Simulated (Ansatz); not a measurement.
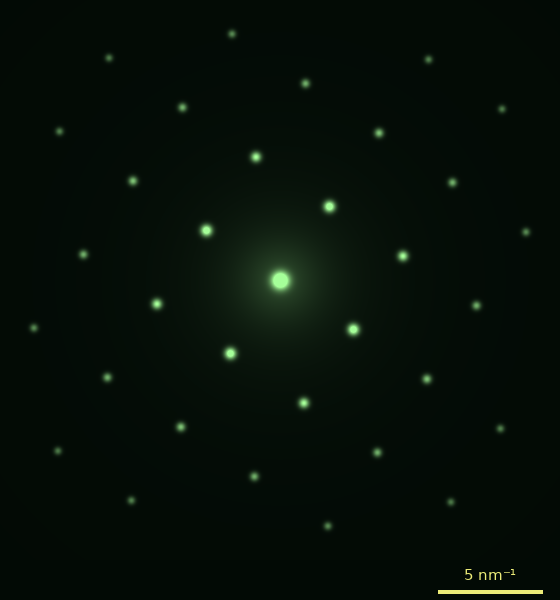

Computed electron diffraction pattern, 200 kV, single scattering only, B = 0.8 Å².

It belongs to Nb, space group Im-3m (No. 229), a = 3.31 Å. Structure: the geometry relaxed with DFT PBE, scalar-relativistic, plane waves, PAW in Ansatz; the starting structure was generated, so it need not be a known form of this composition.

```
Nb
1.0
     3.30983    0.00000    0.00000
     0.00000    3.30983    0.00000
     0.00000    0.00000    3.30983
Nb
2
Direct
  0.00000 0.00000 0.00000
  0.50000 0.50000 0.50000
```

Question: Which low-index zone axis gives this pattern?

Answer: The spots form a square net with both shortest vectors at d = 2.34 Å, 90.0° apart. They index as 1 -1 0 and 1 1 0, so the zone axis is [001] (or an equivalent direction of <001>).

Question: Which reflections of this zone are missing, and why?

Answer: The lattice centring (I) removes all reflections that break h + k + l = 2n.
